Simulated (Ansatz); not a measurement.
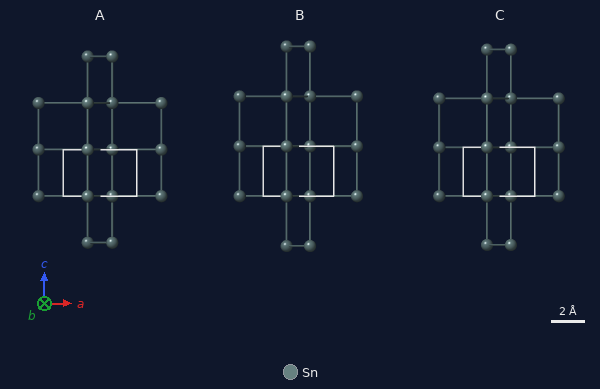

3 geometries from one relaxation of a crystal of Sn (a generated structure, set up in P6/mmm), in shuffled order. The picture is a ball-and-stick view of the cell of the calculation, repeated 1 × 1 × 2 with one cell outlined, seen along the b axis.

Case: C → Sn on all its sites, cell and atoms relaxed.

Computed with DFT PBE+D3(BJ), scalar-relativistic, plane waves, PAW in Ansatz 0.2.0. Set-up: plane-wave cutoff 420 eV; k-point mesh 12 × 12 × 14; occupations gaussian; smearing width 0.1 eV; no spin polarisation; cell and atoms relaxed; force threshold 0.01 eV/Å; at most 60 steps.

**Order the frames from highest to lowest energy.**

A, C, B. They are steps 0, 1, 5, at +0.120 eV per cell of the calculation, +14.2 meV per cell of the calculation relative to the last. No atom moves by more than 0.005 Å relative to the cell. The volume changes by −2.1 %, with a = b 5.283 → 5.050 Å (−4.4 %), c 2.893 → 3.099 Å (+7.1 %). Some distances before and after: Sn–Sn 2.893 → 3.099 Å, Sn–Sn 3.050 → 2.916 Å. The space group stays P6/mmm (No. 191). Over 4 accepted moves (5 points after the start) the energy falls by 0.120 eV per cell of the calculation. All forces vanish by symmetry, so only the cell relaxes. The pressure goes from 0.41 to 0.00 GPa. The SCF was repeated once at an unchanged geometry on a basis and grid sized afresh for the cell, which shifted the energy by less than 0.05 meV per cell of the calculation at most. Cost: 66 s on 1 thread of Arm Neoverse V2, with other jobs on the host, peak memory 0.45 GiB.
